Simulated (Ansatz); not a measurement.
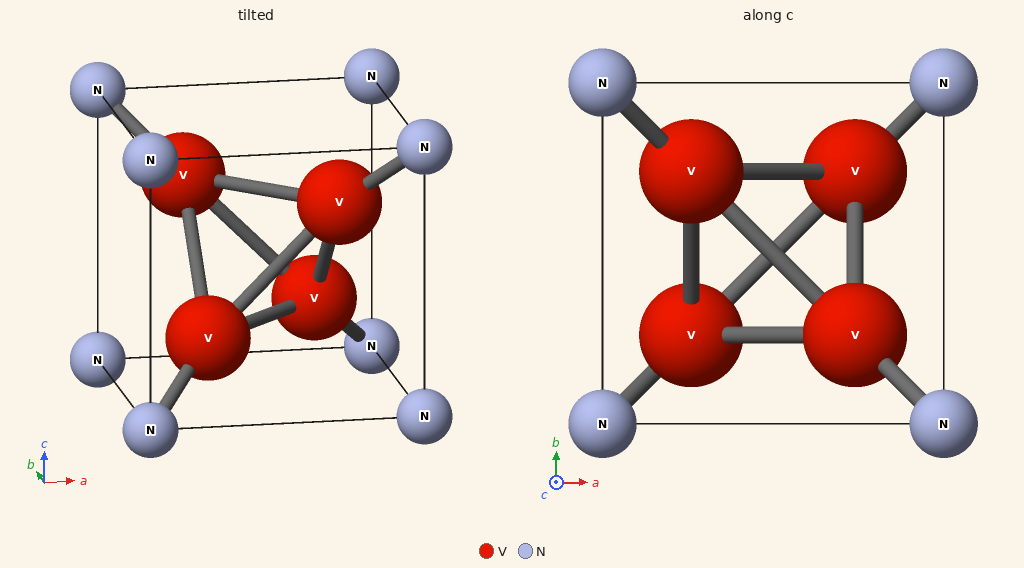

Crystal structure, ball-and-stick style, seen slightly off an axis and along the c axis. The outline marks the conventional unit cell. Cell: a = 4.04 Å, b = 4.04 Å, c = 4.04 Å, α = 90.00°, β = 90.00°, γ = 90.00°.

Provenance: a structure type filled with these elements by a generator (whether the compound takes this form wasn't checked). Earlier steps of the study, as a rule a relaxation of our own, may have changed the cell and positions, so they can lie some per cent off the listed ones. It was run through Ansatz as a DFT input.

**Explain the picture.**

The material is V$_{4}$N. The atoms follow space group P-43m (No. 215); the Bravais lattice is primitive cubic. It has 5 atoms to the cell (4 V, 1 N). The numbers of neighbours within bonding distance are V 4 and N 4. Not all metal-metal contacts are counted.

Results below were computed with DFT PBE, scalar-relativistic, plane waves, PAW (Ansatz); the settings were E_cut = 420 eV, 10×10×10 k-mesh, Gaussian smearing of 0.1 eV, no spin polarisation.

**Is the electronic structure metallic or gapped?**

A metal: bands cross the Fermi level.

**State the Bader charges by element.**

V +0.38 e; N -1.50 e.

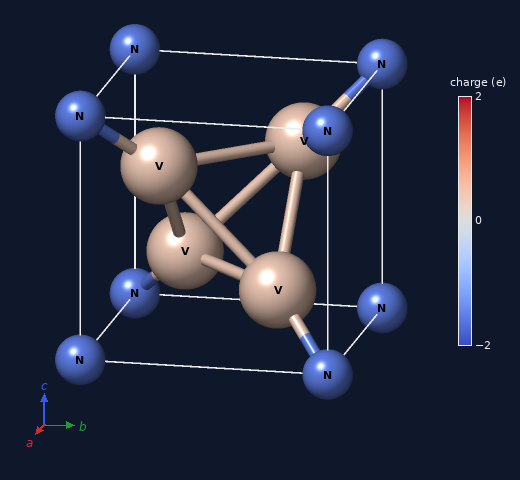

The atoms coloured by those charges. The run's cell of 5 atoms is drawn.

**Has the structure come to rest?**

Yes. All forces vanish to within 0.01 eV/Å. The pressure is 0.0 GPa, close to zero.
